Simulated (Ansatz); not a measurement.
```cif
data_structure
_symmetry_space_group_name_H-M 'P 1'
_symmetry_Int_Tables_number 1
_cell_length_a 8.4457
_cell_length_b 8.4457
_cell_length_c 8.4457
_cell_angle_alpha 109.471
_cell_angle_beta 109.471
_cell_angle_gamma 109.471
_cell_volume 463.75
loop_
_atom_site_label
_atom_site_type_symbol
_atom_site_fract_x
_atom_site_fract_y
_atom_site_fract_z
_atom_site_occupancy
Be1 Be 0.75000 0.25000 0.00000 1
Be2 Be 0.00000 0.00000 0.00000 1
Be3 Be 0.75000 0.50000 0.75000 1
Be4 Be 0.00000 0.25000 0.75000 1
Be5 Be 0.25000 0.00000 0.75000 1
Be6 Be 0.25000 0.75000 0.00000 1
Be7 Be 0.50000 0.50000 0.00000 1
Be8 Be 0.75000 0.00000 0.25000 1
Be9 Be 0.75000 0.75000 0.50000 1
Be10 Be 0.00000 0.50000 0.50000 1
Be11 Be 0.25000 0.25000 0.50000 1
Be12 Be 0.50000 0.00000 0.50000 1
Be13 Be 0.50000 0.75000 0.75000 1
Be14 Be 0.00000 0.75000 0.25000 1
Be15 Be 0.25000 0.50000 0.25000 1
Be16 Be 0.50000 0.25000 0.25000 1
S1 S 0.75000 0.25000 0.75000 1
S2 S 0.00000 0.00000 0.75000 1
S3 S 0.75000 0.50000 0.50000 1
S4 S 0.00000 0.25000 0.50000 1
S5 S 0.25000 0.00000 0.50000 1
S6 S 0.25000 0.75000 0.75000 1
S7 S 0.50000 0.50000 0.75000 1
S8 S 0.75000 0.00000 0.00000 1
S9 S 0.75000 0.75000 0.25000 1
S10 S 0.00000 0.50000 0.25000 1
S11 S 0.25000 0.25000 0.25000 1
S12 S 0.50000 0.00000 0.25000 1
S13 S 0.50000 0.75000 0.50000 1
S14 S 0.00000 0.75000 0.00000 1
S15 S 0.25000 0.50000 0.00000 1
S16 S 0.50000 0.25000 0.00000 1
```

Space group F-43m; a structure from a database of computed crystals, not necessarily the ambient phase.

All numbers below come from DFT PBE, scalar-relativistic, plane waves, PAW (Ansatz).

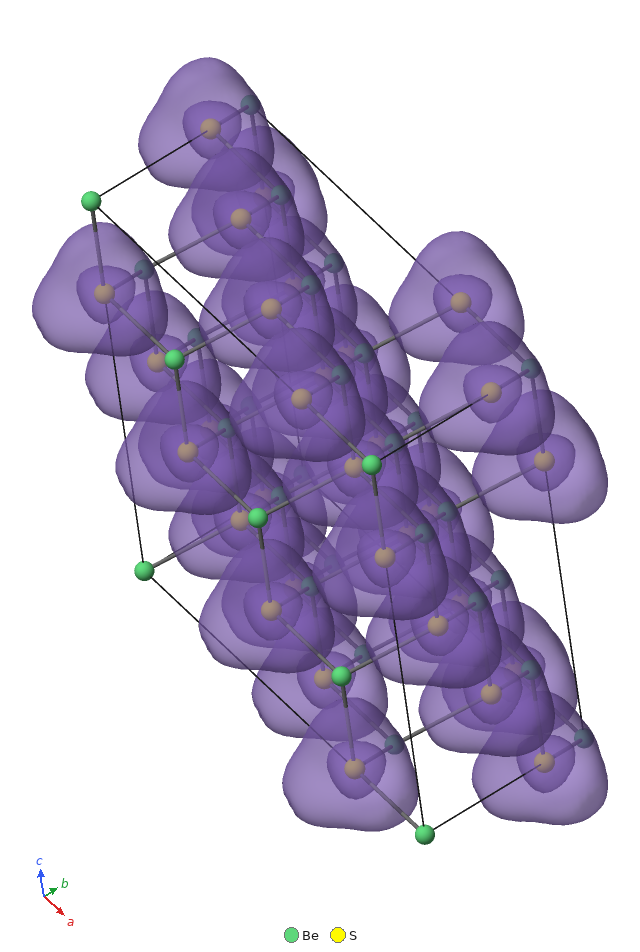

BeS. Isosurface of the ELF at 0.7 (purple), seen slightly off an axis. Core shells and regions of very low density are left out. Sticks mark near contacts.

In a PAW calculation such maps are meaningful between the atoms, not at the nuclei.

Question: Identify the bonds, lone pairs and shells in this picture.

Answer: The surface consists of 16 regions wrapped around S (the valence shell of each), counted in one cell of 32 atoms. Regions shared between cells count once.

Values along the shortest contacts:
Be–S (2.11 Å): the ELF peaks at about 0.95 between the atoms, as expected for a polar covalent bond.

Question: Metal or insulator at this level of theory?

Answer: It is gapped, with a Kohn–Sham gap of 4.2 eV on the k-point mesh (the band edges may lie off the mesh, which would make the gap smaller).
